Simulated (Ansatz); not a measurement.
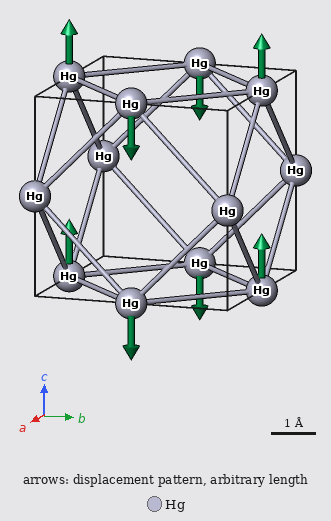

One vibrational mode of solid Hg (a generated structure) at the zone centre. The green arrows are the displacements of the atoms (eigenvector over the root of the mass), of arbitrary overall length and sign. The picture is a ball-and-stick view of the cell of the calculation, seen slightly off an axis.

The calculation used Ansatz, DFT PBE, scalar-relativistic, plane waves, PAW.

The input:
```yaml
crystal:
  lattice:
    - [4.7068859, 0.0, 0.0]
    - [0.0, 4.7068859, 0.0]
    - [0.0, 0.0, 4.7068859]
  atoms:
    - { symbol: Hg, position: [0.5, 0.0, 0.0] }
    - { symbol: Hg, position: [0.0, 0.5, 0.0] }
    - { symbol: Hg, position: [0.0, 0.0, 0.5] }
basis:
  ecutwfc: 420
kpoints:
  mp_grid: { grid: [10, 10, 10] }
hamiltonian:
  xc: pbe
scf:
  occupations: { method: fermi_dirac, width: 0.15 }
output:
  eigenvalues: true
phonons:
  method: dfpt
  eigenvectors: true
  qmesh: [2, 2, 2]
  temperatures: { t_max: 1000, t_step: 100 }
  qpath:
    path:
      - [[0.0, 0.0, 0.0], [0.0, 0.5, 0.0], [0.5, 0.5, 0.0], [0.0, 0.0, 0.0], [0.5, 0.5, 0.5], [0.0, 0.5, 0.0]]
      - [[0.5, 0.5, 0.5], [0.5, 0.5, 0.0]]
    npoints: 8
```

Command:
```bash
ansatz run input.yaml --threads 1 --pin off --max-ram 3072MiB --backend cpu --events-out ev --progress --plain --runs-dir out
```

The frequencies depend somewhat on the k-mesh and the smearing.

Describe the mode and give its frequency.

This is the T₂u mode (triply degenerate; one member of the set is drawn) at 20 cm⁻¹, the lowest optical level, silent by symmetry (neither infrared- nor Raman-active). All motion is along c; atoms of one kind move against one another, with no net shift of their sublattice.
